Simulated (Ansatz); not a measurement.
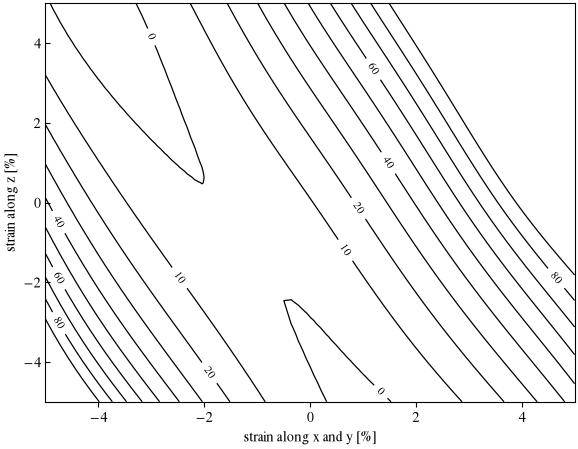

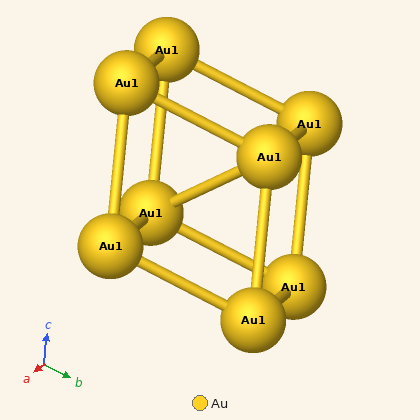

Energy landscape of Au (Im-3m, No. 229; 1 atom in the cell). 
- The cell is strained homogeneously, by one strain along x and y and another along z, with fractional coordinates fixed (x, y and z along the cube axes).
- The first coordinate is: strain along x and y; the second: strain along z.
- The scan uses a 5 × 5 grid.
- Points are written as (first, second).
- Energies are in meV/atom, from the lowest grid point.
- The reference cell is the one listed in the database, not relaxed at this level.
- Method: DFT r2SCAN, scalar-relativistic, plane waves, PAW (Ansatz). Settings: cutoff 500 eV, k-mesh 20×20×20, gaussian smearing 0.15 eV, no spin polarisation.

Drawn: contour lines labelled in meV/atom (none above 90). Between grid points the surface is interpolated. The second picture is the structure at the lowest point

### Where are the wells?

The lowest grid point is at (−2.5 %, 2.5 %). Other grid points that lie below all their neighbours: (0.0 %, −2.5 %) (0.49 meV/atom higher). The highest grid point, (5.0 %, 5.0 %), lies 213 meV/atom above the lowest.
